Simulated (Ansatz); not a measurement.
Take the following structure.

```
Si
1.0
     4.06635    0.00000    0.00000
     0.00000    0.00000   -5.95786
     0.00000    6.61619    0.00000
Si
8
Cartesian
  0.0000 4.4472 -5.9565
  0.0000 2.1690 -5.9565
  0.0000 5.4771 -2.9803
  2.0332 5.4771 -5.9565
  0.0000 1.1391 -2.9803
  2.0332 4.4472 -2.9803
  2.0332 1.1391 -5.9565
  2.0332 2.1690 -2.9803
```

What crystal do these data define?

Answer. The element is silicon. Within 0.01 Å the space group is Fmmm (No. 69), face-centred orthorhombic. The cell holds eight atoms. Around each Si lie three Si in a distorted trigonal planar arrangement at 2.28 Å. The bonds build Si layers parallel to (010).

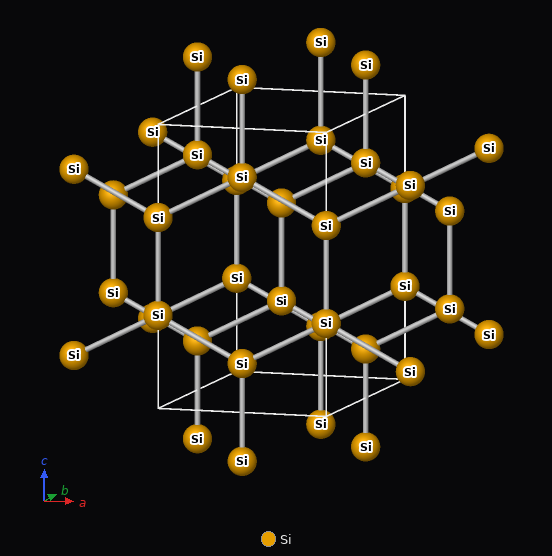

View slightly off an axis, drawn as a ball-and-stick model. The wireframe shows the drawn cell (a repeat of the simulation cell). Neighbours across the faces are drawn wherever a bond reaches them. Colours: silicon orange.

Provenance: a structure listed in the Materials Project, with elements exchanged, so it need not be a known form of the compound. The geometry comes from a coarse first relaxation with Ansatz, DFT PBE, scalar-relativistic, plane waves, PAW.
